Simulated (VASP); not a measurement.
**Geometry relaxation of Ta (part 1 of 3)**

- system: Ta (2 atoms in the cell)
- method: Kohn-Sham DFT of a periodic cell, PBE, VASP PAW PBE potentials, recommended, no spin polarisation (VASP 6.6.1)

The structure was built on a prototype by a generator; it need not be a known phase. It belongs to a series of runs on one base structure; here: random cell with space group P6/mmm (No. 191).

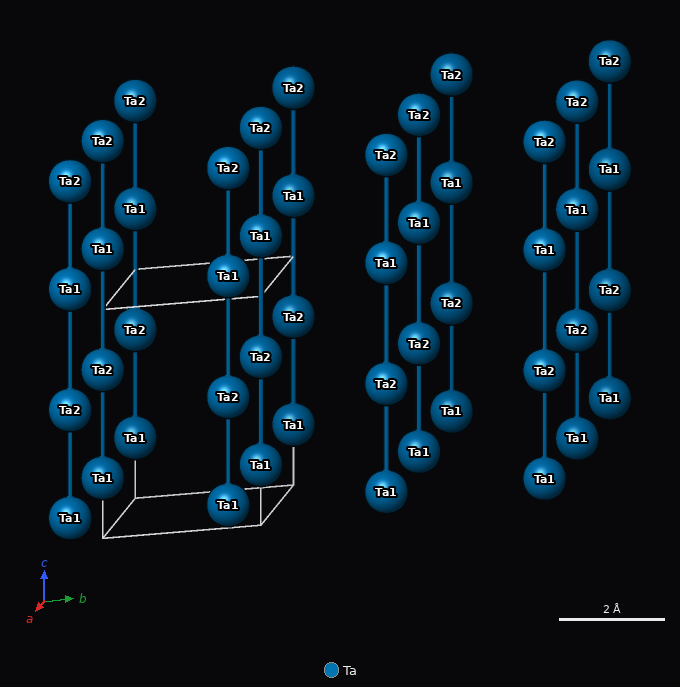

**Figure 1.** The input geometry (ball-and-stick view of the cell of the calculation, repeated 2 × 3 × 2, seen slightly off an axis; atoms are numbered from 1 in the order of the input). Near neighbours in the crystal (not all of them lie inside the picture): Ta has 2 Ta at 2.13 to 2.39 Å.

**Summary**

```tsv
quantity	value
outcome	converged
space group (tolerance 0.01 Å)	P6/mmm (191)
electrons treated	22
free energy	−22.3851 eV
Fermi energy	5.089 eV
gap on the k-point mesh	none (metallic)
pressure	0.08 GPa
final volume	39.34 Å³
largest force (length of the vector) at the end	0.007 eV/Å
final cell	a = 2.877 Å, b = 2.877 Å, c = 5.486 Å, α = 90.00°, β = 90.00°, γ = 120.00°
hardware	1 thread of Intel Xeon (Granite Rapids), 176 GiB of memory available, shared host
wall time	75 s
peak memory	0.19 GiB
```

Spin–orbit coupling is left out, which matters for Ta.

**INCAR**
```
SYSTEM = Ta
PREC = Accurate
ENCUT = 600
EDIFF = 1E-6
ISMEAR = 0
SIGMA = 0.1
LREAL = .False.
LASPH = .True.
NELM = 100
ALGO = Normal
ISIF = 3
LWAVE = .False.
LCHARG = .False.
GGA = PE
IBRION = 2
NSW = 90
EDIFFG = -0.04
```

**KPOINTS**
```
Automatic mesh
0
Gamma
  6 6 4
  0 0 0
```

**POSCAR**
```
Ta
1.0
    3.1998980227      0.0000000000      0.0000000000
   -1.5999490114      2.7711929772      0.0000000000
    0.0000000000      0.0000000000      4.5223261560
Ta
2
Direct
    0.0000000000      0.0000000000      0.2640100000
    0.0000000000      0.0000000000      0.7359900000
```

Run as:
```bash
cat potpaw_PBE.64/Ta_pv/POTCAR > POTCAR
mpirun -np 1 vasp_std > vasp.out
```

**OSZICAR**
```
N       E                     dE             d eps       ncg     rms          rms(c)
DAV:   1     0.178358684024E+03    0.17836E+03   -0.14095E+04   630   0.165E+03
DAV:   2    -0.165798463071E+02   -0.19494E+03   -0.19216E+03   770   0.414E+02
DAV:   3    -0.203967557979E+02   -0.38169E+01   -0.36806E+01   833   0.552E+01
DAV:   4    -0.204289708066E+02   -0.32215E-01   -0.32207E-01   751   0.540E+00
DAV:   5    -0.204294491430E+02   -0.47834E-03   -0.47831E-03   896   0.487E-01    0.217E+01
DAV:   6    -0.198782993700E+02    0.55115E+00   -0.44588E-01   742   0.646E+00    0.117E+01
DAV:   7    -0.196739339077E+02    0.20437E+00   -0.53789E-01   791   0.662E+00    0.910E-01
DAV:   8    -0.196730889299E+02    0.84498E-03   -0.20289E-02   756   0.150E+00    0.362E-01
DAV:   9    -0.196732059394E+02   -0.11701E-03   -0.65096E-04   842   0.238E-01    0.108E-01
DAV:  10    -0.196731853844E+02    0.20555E-04   -0.64662E-05   798   0.641E-02    0.843E-03
DAV:  11    -0.196731822658E+02    0.31186E-05   -0.12650E-05   735   0.314E-02    0.337E-03
DAV:  12    -0.196731817317E+02    0.53411E-06   -0.72660E-07   504   0.843E-03
   1 F= -.19673182E+02 E0= -.19671320E+02  d E =-.196732E+02
       N       E                     dE             d eps       ncg     rms          rms(c)
DAV:   1    -0.770566493777E+02   -0.57383E+02   -0.28367E+03   630   0.510E+02    0.359E+01
DAV:   2    -0.348055809857E+02    0.42251E+02   -0.28430E+02   700   0.126E+02    0.186E+01
DAV:   3    -0.220939356174E+02    0.12712E+02   -0.10834E+02   833   0.665E+01    0.941E+00
DAV:   4    -0.207497904655E+02    0.13441E+01   -0.16304E+01   778   0.321E+01    0.585E+00
DAV:   5    -0.206332341739E+02    0.11656E+00   -0.11208E+00   787   0.671E+00    0.294E+00
DAV:   6    -0.206237824272E+02    0.94517E-02   -0.55003E-01   700   0.607E+00    0.991E-01
DAV:   7    -0.206274371849E+02   -0.36548E-02   -0.17194E-01   728   0.296E+00    0.269E-01
DAV:   8    -0.206259779672E+02    0.14592E-02   -0.86480E-03   742   0.591E-01    0.131E-01
DAV:   9    -0.206385435527E+02   -0.12566E-01   -0.14316E-03   771   0.252E-01    0.535E-02
DAV:  10    -0.206389183544E+02   -0.37480E-03   -0.48211E-03   744   0.101E-01    0.348E-02
DAV:  11    -0.206389357903E+02   -0.17436E-04   -0.22605E-04   714   0.704E-02    0.169E-02
DAV:  12    -0.206389290421E+02    0.67483E-05   -0.34400E-05   693   0.365E-02    0.549E-03
DAV:  13    -0.206389284518E+02    0.59030E-06   -0.14658E-06   665   0.769E-03
   2 F= -.20638928E+02 E0= -.20628784E+02  d E =-.965747E+00
       N       E                     dE             d eps       ncg     rms          rms(c)
DAV:   1    -0.209205620290E+02   -0.28163E+00   -0.12195E+01   630   0.300E+01    0.228E+00
DAV:   2    -0.207449574223E+02    0.17560E+00   -0.62109E-01   630   0.661E+00    0.972E-01
DAV:   3    -0.207048919086E+02    0.40066E-01   -0.15037E-01   707   0.250E+00    0.459E-01
DAV:   4    -0.207054152522E+02   -0.52334E-03   -0.61304E-03   701   0.473E-01    0.379E-01
DAV:   5    -0.207056481323E+02   -0.23288E-03   -0.27532E-04   834   0.114E-01    0.142E-01
DAV:   6    -0.207057012613E+02   -0.53129E-04   -0.92006E-05   721   0.599E-02    0.148E-02
DAV:   7    -0.207057011554E+02    0.10596E-06   -0.66860E-06   765   0.193E-02
   3 F= -.20705701E+02 E0= -.20695756E+02  d E =-.103252E+01
       N       E                     dE             d eps       ncg     rms          rms(c)
DAV:   1    -0.209956777722E+02   -0.28998E+00   -0.12182E+01   630   0.301E+01    0.229E+00
DAV:   2    -0.208192725977E+02    0.17641E+00   -0.59804E-01   630   0.658E+00    0.999E-01
DAV:   3    -0.207791528241E+02    0.40120E-01   -0.16039E-01   700   0.263E+00    0.467E-01
DAV:   4    -0.207796293458E+02   -0.47652E-03   -0.74312E-03   701   0.521E-01    0.376E-01
DAV:   5    -0.207798961176E+02   -0.26677E-03   -0.36215E-04   820   0.115E-01    0.160E-01
DAV:   6    -0.207799712451E+02   -0.75127E-04   -0.89273E-05   714   0.620E-02    0.162E-02
DAV:   7    -0.207799709877E+02    0.25737E-06   -0.65540E-06   744   0.182E-02
   4 F= -.20779971E+02 E0= -.20770624E+02  d E =-.110679E+01
       N       E                     dE             d eps       ncg     rms          rms(c)
DAV:   1    -0.268068873370E+02   -0.60269E+01   -0.40320E+02   630   0.168E+02    0.136E+01
DAV:   2    -0.225265344758E+02    0.42804E+01   -0.23011E+01   686   0.425E+01    0.645E+00
DAV:   3    -0.211094319458E+02    0.14171E+01   -0.58504E+00   708   0.174E+01    0.263E+00
DAV:   4    -0.211163192147E+02   -0.68873E-02   -0.34500E-01   721   0.431E+00    0.188E+00
DAV:   5    -0.211255846561E+02   -0.92654E-02   -0.25106E-02   772   0.122E+00    0.506E-01
DAV:   6    -0.211263314907E+02   -0.74683E-03   -0.31751E-03   700   0.442E-01    0.148E-01
DAV:   7    -0.211263596355E+02   -0.28145E-04   -0.30681E-04   756   0.127E-01    0.657E-02
DAV:   8    -0.211263593252E+02    0.31035E-06   -0.38107E-05   743   0.536E-02    0.129E-02
DAV:   9    -0.211263578566E+02    0.14686E-05   -0.67383E-06   706   0.167E-02    0.517E-03
DAV:  10    -0.211263574378E+02    0.41878E-06   -0.99022E-07   392   0.846E-03
   5 F= -.21126357E+02 E0= -.21116189E+02  d E =-.145318E+01
       N       E                     dE             d eps       ncg     rms          rms(c)
DAV:   1    -0.469836915629E+02   -0.25857E+02   -0.99910E+02   630   0.285E+02    0.273E+01
DAV:   2    -0.265081634743E+02    0.20476E+02   -0.69532E+01   644   0.580E+01    0.136E+01
DAV:   3    -0.205260551500E+02    0.59821E+01   -0.10402E+01   700   0.233E+01    0.246E+00
DAV:   4    -0.204654858148E+02    0.60569E-01   -0.51777E-01   778   0.539E+00    0.231E+00
DAV:   5    -0.204698170716E+02   -0.43313E-02   -0.21837E-02   679   0.105E+00    0.143E+00
DAV:   6    -0.204724473057E+02   -0.26302E-02   -0.22002E-02   679   0.131E+00    0.352E-01
DAV:   7    -0.204708065274E+02    0.16408E-02   -0.70327E-03   658   0.602E-01    0.114E-01
DAV:   8    -0.204704107060E+02    0.39582E-03   -0.87066E-04   673   0.191E-01    0.272E-02
DAV:   9    -0.204704262819E+02   -0.15576E-04   -0.32604E-05   788   0.352E-02    0.281E-02
DAV:  10    -0.204704138725E+02    0.12409E-04   -0.60465E-06   700   0.161E-02    0.161E-02
DAV:  11    -0.204704044344E+02    0.94380E-05   -0.19031E-05   686   0.268E-02    0.375E-03
DAV:  12    -0.204704044981E+02   -0.63621E-07   -0.57306E-07   388   0.463E-03
   6 F= -.20470404E+02 E0= -.20461560E+02  d E =0.655953E+00
       N       E                     dE             d eps       ncg     rms          rms(c)
DAV:   1    -0.315035581730E+02   -0.11033E+02   -0.39496E+02   630   0.201E+02    0.188E+01
DAV:   2    -0.238764022194E+02    0.76272E+01   -0.17515E+01   651   0.362E+01    0.881E+00
DAV:   3    -0.219855880302E+02    0.18908E+01   -0.69749E+00   693   0.188E+01    0.303E+00
DAV:   4    -0.219558694998E+02    0.29719E-01   -0.26810E-01   714   0.374E+00    0.275E+00
DAV:   5    -0.219476350357E+02    0.82345E-02   -0.12168E-02   735   0.764E-01    0.225E+00
DAV:   6    -0.219363170067E+02    0.11318E-01   -0.94251E-02   637   0.188E+00    0.425E-01
DAV:   7    -0.219364679669E+02   -0.15096E-03   -0.43286E-03   728   0.509E-01    0.365E-01
DAV:   8    -0.219358578636E+02    0.61010E-03   -0.26844E-03   658   0.346E-01    0.519E-02
DAV:   9    -0.219358550048E+02    0.28588E-05   -0.13282E-04   707   0.932E-02    0.801E-03
DAV:  10    -0.219358549798E+02    0.24973E-07   -0.35989E-06   655   0.140E-02
   7 F= -.21935855E+02 E0= -.21932506E+02  d E =-.809498E+00
       N       E                     dE             d eps       ncg     rms          rms(c)
DAV:   1    -0.219606703204E+02   -0.24815E-01   -0.10526E+00   630   0.974E+00    0.838E-01
DAV:   2    -0.219428144046E+02    0.17856E-01   -0.34955E-02   686   0.164E+00    0.375E-01
DAV:   3    -0.219377028631E+02    0.51115E-02   -0.12167E-02   707   0.817E-01    0.114E-01
DAV:   4    -0.219377038244E+02   -0.96130E-06   -0.45760E-04   749   0.145E-01    0.109E-01
DAV:   5    -0.219377007424E+02    0.30820E-05   -0.35984E-05   701   0.397E-02    0.317E-02
DAV:   6    -0.219376944582E+02    0.62842E-05   -0.22473E-05   679   0.283E-02    0.939E-03
DAV:   7    -0.219376943628E+02    0.95383E-07   -0.15172E-06   467   0.972E-03
   8 F= -.21937694E+02 E0= -.21934558E+02  d E =-.811337E+00
       N       E                     dE             d eps       ncg     rms          rms(c)
DAV:   1    -0.255463624560E+02   -0.36087E+01   -0.13527E+02   644   0.121E+02    0.141E+01
DAV:   2    -0.229357387082E+02    0.26106E+01   -0.74918E+00   651   0.275E+01    0.531E+00
DAV:   3    -0.222438962200E+02    0.69184E+00   -0.25352E+00   693   0.153E+01    0.233E+00
DAV:   4    -0.222526405542E+02   -0.87443E-02   -0.95122E-02   721   0.250E+00    0.111E+00
DAV:   5    -0.222512391980E+02    0.14014E-02   -0.19101E-02   700   0.130E+00    0.416E-01
DAV:   6    -0.222517945856E+02   -0.55539E-03   -0.24980E-03   765   0.428E-01    0.130E-01
DAV:   7    -0.222518113859E+02   -0.16800E-04   -0.65361E-05   673   0.744E-02    0.366E-02
DAV:   8    -0.222518048127E+02    0.65732E-05   -0.35056E-05   672   0.423E-02    0.964E-03
DAV:   9    -0.222518050421E+02   -0.22940E-06   -0.13424E-06   500   0.103E-02
   9 F= -.22251805E+02 E0= -.22250340E+02  d E =-.314111E+00
       N       E                     dE             d eps       ncg     rms          rms(c)
DAV:   1    -0.223335402859E+02   -0.81735E-01   -0.30256E+00   651   0.197E+01    0.203E+00
DAV:   2    -0.222780000215E+02    0.55540E-01   -0.13479E-01   630   0.371E+00    0.784E-01
DAV:   3    -0.222635073767E+02    0.14493E-01   -0.54655E-02   742   0.217E+00    0.316E-01
DAV:   4    -0.222637473391E+02   -0.23996E-03   -0.12779E-03   714   0.303E-01    0.160E-01
DAV:   5    -0.222637535153E+02   -0.61762E-05   -0.47184E-04   679   0.196E-01    0.621E-02
DAV:   6    -0.222637580571E+02   -0.45418E-05   -0.40843E-05   700   0.457E-02    0.166E-02
DAV:   7    -0.222637580533E+02    0.37844E-08   -0.21440E-06   570   0.108E-02
  10 F= -.22263758E+02 E0= -.22261881E+02  d E =-.326064E+00
       N       E                     dE             d eps       ncg     rms          rms(c)
DAV:   1    -0.219629703754E+02    0.30079E+00   -0.91714E+01   651   0.977E+01    0.298E+00
DAV:   2    -0.223300226524E+02   -0.36705E+00   -0.68197E+00   644   0.242E+01    0.151E+00
DAV:   3    -0.222531920851E+02    0.76831E-01   -0.33172E-01   742   0.475E+00    0.547E-01
DAV:   4    -0.222486924115E+02    0.44997E-02   -0.27991E-02   714   0.121E+00    0.408E-01
DAV:   5    -0.222478313453E+02    0.86107E-03   -0.57794E-03   728   0.605E-01    0.242E-01
DAV:   6    -0.222479048467E+02   -0.73501E-04   -0.48232E-04   686   0.199E-01    0.189E-02
DAV:   7    -0.222478975520E+02    0.72947E-05   -0.43142E-05   700   0.436E-02    0.778E-03
DAV:   8    -0.222478965568E+02    0.99516E-06   -0.33985E-06   686   0.195E-02
  11 F= -.22247897E+02 E0= -.22244152E+02  d E =0.158615E-01
       N       E                     dE             d eps       ncg     rms          rms(c)
DAV:   1    -0.222939431111E+02   -0.46046E-01   -0.23028E+01   651   0.485E+01    0.139E+00
DAV:   2    -0.223894799583E+02   -0.95537E-01   -0.16892E+00   644   0.118E+01    0.828E-01
DAV:   3    -0.223695904840E+02    0.19889E-01   -0.62962E-02   763   0.197E+00    0.381E-01
DAV:   4    -0.223647658106E+02    0.48247E-02   -0.18275E-02   672   0.896E-01    0.217E-01
DAV:   5    -0.223645864160E+02    0.17939E-03   -0.33608E-03   735   0.448E-01    0.123E-01
DAV:   6    -0.223645998115E+02   -0.13396E-04   -0.11857E-04   693   0.950E-02    0.738E-02
DAV:   7    -0.223645834270E+02    0.16385E-04   -0.13717E-04   658   0.880E-02    0.823E-03
DAV:   8    -0.223645833948E+02    0.32232E-07   -0.68021E-06   707   0.235E-02
  12 F= -.22364583E+02 E0= -.22364002E+02  d E =-.100825E+00
       N       E                     dE             d eps       ncg     rms          rms(c)
DAV:   1    -0.228363967885E+02   -0.47181E+00   -0.15937E+01   637   0.465E+01    0.504E+00
DAV:   2    -0.224510580697E+02    0.38534E+00   -0.65493E-01   644   0.798E+00    0.191E+00
DAV:   3    -0.223630029988E+02    0.88055E-01   -0.32926E-01   743   0.525E+00    0.727E-01
DAV:   4    -0.223641388450E+02   -0.11358E-02   -0.58844E-03   679   0.652E-01    0.422E-01
DAV:   5    -0.223643460484E+02   -0.20720E-03   -0.24104E-03   714   0.424E-01    0.148E-01
DAV:   6    -0.223643869376E+02   -0.40889E-04   -0.19065E-04   707   0.104E-01    0.295E-02
DAV:   7    -0.223643887489E+02   -0.18113E-05   -0.44909E-06   723   0.163E-02    0.555E-03
DAV:   8    -0.223643883080E+02    0.44094E-06   -0.22530E-07   329   0.384E-03
  13 F= -.22364388E+02 E0= -.22363978E+02  d E =0.195087E-03
       N       E                     dE             d eps       ncg     rms          rms(c)
DAV:   1    -0.225007721545E+02   -0.13638E+00   -0.39257E+00   637   0.225E+01    0.256E+00
DAV:   2    -0.224082988511E+02    0.92473E-01   -0.16366E-01   658   0.402E+00    0.983E-01
DAV:   3    -0.223840872929E+02    0.24212E-01   -0.85773E-02   729   0.274E+00    0.406E-01
DAV:   4    -0.223845008668E+02   -0.41357E-03   -0.19673E-03   686   0.379E-01    0.145E-01
DAV:   5    -0.223844295044E+02    0.71362E-04   -0.11553E-03   672   0.317E-01    0.672E-02
DAV:   6    -0.223844304000E+02   -0.89560E-06   -0.79535E-05   686   0.786E-02    0.119E-02
DAV:   7    -0.223844307296E+02   -0.32962E-06   -0.18361E-06   579   0.114E-02
  14 F= -.22384431E+02 E0= -.22384081E+02  d E =-.198473E-01
       N       E                     dE             d eps       ncg     rms          rms(c)
DAV:   1    -0.223844722552E+02   -0.41855E-04   -0.14942E-03   637   0.444E-01    0.504E-02
DAV:   2    -0.223844364754E+02    0.35780E-04   -0.61194E-05   644   0.779E-02    0.194E-02
DAV:   3    -0.223844275691E+02    0.89063E-05   -0.33205E-05   743   0.535E-02    0.778E-03
DAV:   4    -0.223844281389E+02   -0.56980E-06   -0.65735E-07   351   0.744E-03
  15 F= -.22384428E+02 E0= -.22384076E+02  d E =-.198447E-01
       N       E                     dE             d eps       ncg     rms          rms(c)
DAV:   1    -0.223841330205E+02    0.29455E-03   -0.15300E-01   665   0.396E+00    0.624E-02
DAV:   2    -0.223851156361E+02   -0.98262E-03   -0.10532E-02   630   0.960E-01    0.351E-02
DAV:   3    -0.223851000579E+02    0.15578E-04   -0.20941E-04   784   0.117E-01    0.213E-02
DAV:   4    -0.223850954571E+02    0.46009E-05   -0.79043E-05   658   0.629E-02    0.695E-03
DAV:   5    -0.223850956923E+02   -0.23521E-06   -0.54601E-06   692   0.205E-02
  16 F= -.22385096E+02 E0= -.22384750E+02  d E =-.667553E-03
```

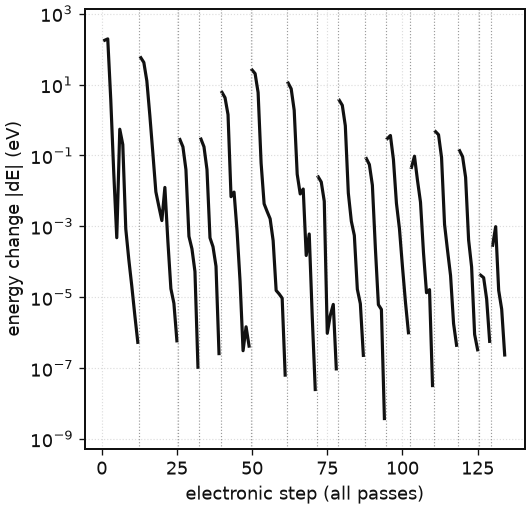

**Figure 2.** Convergence of the self-consistent field: energy change |dE| against the electronic step. Each stretch between dotted lines is the SCF of one geometry step of a relaxation. The 16 ionic steps take 4 to 13 electronic steps each. The density is held fixed in the first few steps, and dE rises again when its update begins.

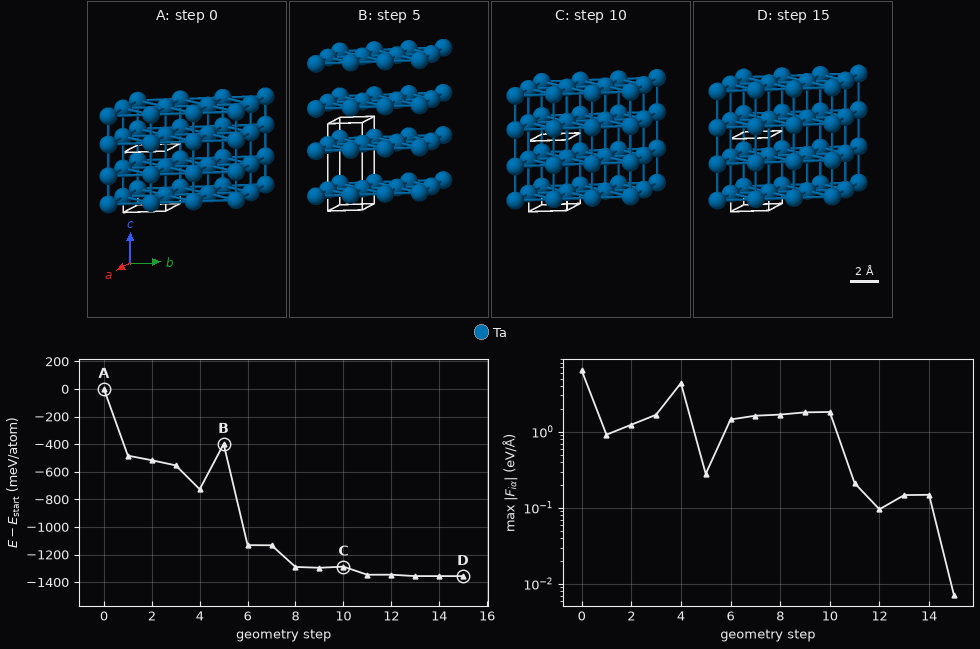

**Figure 3.** Frames of the relaxation (ball-and-stick view of the cell of the calculation, repeated 2 × 3 × 2, seen slightly off an axis) above the curves, on which the letters mark them (steps are counted from 0).
